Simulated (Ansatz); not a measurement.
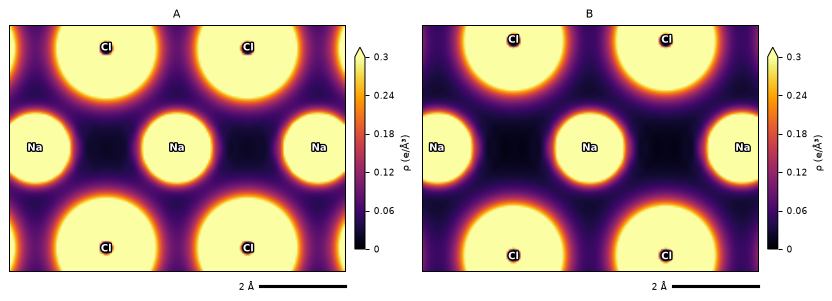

NaCl. The valence charge density (pseudo) of two cells that differ in size, on the (011) plane of each (indices in the axes of the calculation cell), at one length scale and on one colour scale: B has 23.7 Å³ an atom and A 18.9.

Computed with DFT PBE, scalar-relativistic, plane waves, PAW in Ansatz 0.2.0.

In a PAW calculation such maps are meaningful between the atoms, not at the nuclei.

The larger cell:

```yaml
crystal:
  lattice:
    - [3.61815, 0.00000, 0.00000]
    - [0.00000, 3.61815, 0.00000]
    - [0.00000, 0.00000, 3.61815]
  atoms:
    - { symbol: Na, position: [0.00000, 0.00000, 0.00000] }
    - { symbol: Cl, position: [0.50000, 0.50000, 0.50000] }
```

The smaller cell: a = 3.359 Å, b = 3.359 Å, c = 3.359 Å, α = 90.00°, β = 90.00°, γ = 90.00°.

Q: What changes from the larger cell to the smaller?

A: From the larger cell to the smaller, Na–Cl goes from 3.13 to 2.91 Å, and the density at its midpoint from 0.08 to 0.12 e/Å³; the pressure goes from −1.9 to 4.5 GPa; the Kohn–Sham gap goes from 3.7 eV to 4.4 eV.
